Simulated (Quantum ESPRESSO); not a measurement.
**K: 7 runs along one coordinate**

System: K (Pm-3m, 1 atom in the cell).
Method: Kohn-Sham DFT of a periodic cell, PBE, SSSP 1.3 efficiency PBE, no spin polarisation (Quantum ESPRESSO 7.5).

The 7 runs differ only in the geometry, by an even scaling of the cell at fixed fractional positions. The structure derives from a Materials Project entry.

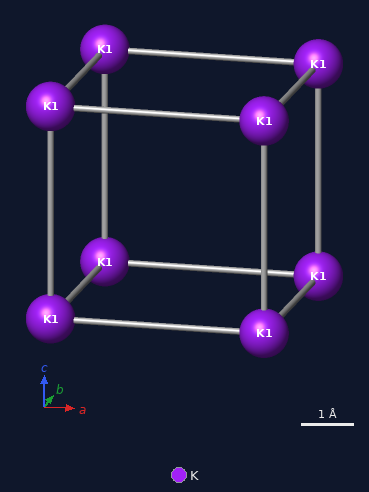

Figure 1. The structure of run 4 (ball-and-stick view of the cell of the calculation, seen slightly off an axis; atoms are numbered from 1 in the order of the input).

**Input of run 4**
```
&CONTROL
  calculation = 'scf'
  prefix = 'pwscf'
  outdir = './tmp'
  pseudo_dir = './pseudo'
  tprnfor = .true.
  tstress = .true.
  disk_io = 'low'
/
&SYSTEM
  ibrav = 0
  nat = 1
  ntyp = 1
  ecutwfc = 60
  ecutrho = 480
  nbnd = 10
  occupations = 'smearing'
  smearing = 'fd'
  degauss = 0.00367493
/
&ELECTRONS
  conv_thr = 2d-10
  electron_maxstep = 120
  mixing_beta = 0.5
/
ATOMIC_SPECIES
K     39.0983 K.pbe-spn-kjpaw_psl.1.0.0.UPF
CELL_PARAMETERS angstrom
   4.3104394900    0.0000000000    0.0000000000
   0.0000000000    4.3104394900    0.0000000000
   0.0000000000    0.0000000000    4.3104394900
ATOMIC_POSITIONS crystal
K      0.0000000000    0.0000000000    0.0000000000
K_POINTS automatic
6 6 6 0 0 0
```

**File pp_density.in of run 4**
```
&INPUTPP
  prefix = 'pwscf'
  outdir = './tmp'
  filplot = 'density.dat'
  plot_num = 0
/
&PLOT
  nfile = 1
  filepp(1) = 'density.dat'
  iflag = 3
  output_format = 6
  fileout = 'density.cube'
/
```

**File pp_potential.in of run 4**
```
&INPUTPP
  prefix = 'pwscf'
  outdir = './tmp'
  filplot = 'potential.dat'
  plot_num = 11
/
&PLOT
  nfile = 1
  filepp(1) = 'potential.dat'
  iflag = 3
  output_format = 6
  fileout = 'potential.cube'
/
```

Command:
```bash
OMP_NUM_THREADS=1 pw.x -in pw.in > pw.out
OMP_NUM_THREADS=1 pp.x -in pp_density.in > pp_density.out
OMP_NUM_THREADS=1 pp.x -in pp_potential.in > pp_potential.out
```

Run 2 has the same physical settings and fractional positions; its lattice vectors (Å) are:
```
   4.252183    0.000000    0.000000
   0.000000    4.252183    0.000000
   0.000000    0.000000    4.252183
```

**Results, with one run withheld**

```tsv
run	volume per atom (Å³)	free energy per atom, from the lowest run given (meV)	pressure (GPa)
1	75.282	1.73	0.14
2	76.884	?	?
3	78.486	0.00	0.01
4	80.087	0.02	−0.04
5	81.689	0.57	−0.09
6	83.291	1.59	−0.13
7	84.893	3.05	−0.18
```

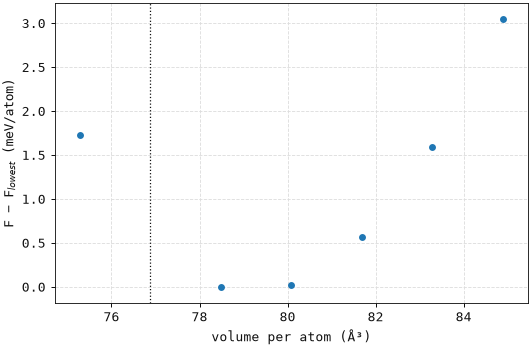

Figure 2. Free energy per atom of the runs given; the dotted line marks run 2.

Estimate the energy of run 2 from the others.

A cubic polynomial in V^(−2/3) (the Birch–Murnaghan form), fitted to the 6 runs given, misses them by under 0.01 meV per atom. With x = V^(−2/3) − 0.05363 Å⁻², it reads F = 0.11917 − 605.79 x + 5.1814e+05 x² − 2.1014e+06 x³ (meV per atom). At run 2 it gives 0.55 meV per atom, and the run itself gives 0.55. The slope of the fit gives a pressure −dF/dV of 0.09 GPa there, and the run prints 0.07 GPa. The fit has its minimum at 79.214 Å³ per atom, where V d²F/dV² gives 2.72 GPa: the bulk modulus at this level, since symmetry fixes the shape and the positions.

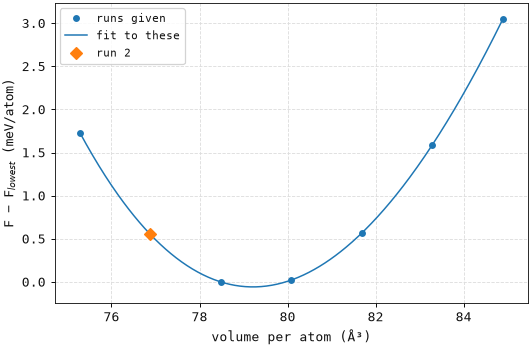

Figure 3. The fit and the withheld run.

**Some lines of the output (run 2)**
```
[...]
     unit-cell volume          =     518.8389 (a.u.)^3
     number of k points=    20  Fermi-Dirac smearing, width (Ry)=  0.0037
     total energy              =    -113.00284537 Ry
     total energy              =    -113.00294745 Ry
     total energy              =    -113.00295686 Ry
     total energy              =    -113.00295793 Ry
     total energy              =    -113.00295795 Ry
     total energy              =    -113.00295796 Ry
     the Fermi energy is     1.7132 ev
!    total energy              =    -113.00295796 Ry
     The total energy is F=E-TS. E is the sum of the following terms:
     Computing stress (Cartesian axis) and pressure
          total   stress  (Ry/bohr**3)                   (kbar)     P=        0.75
```
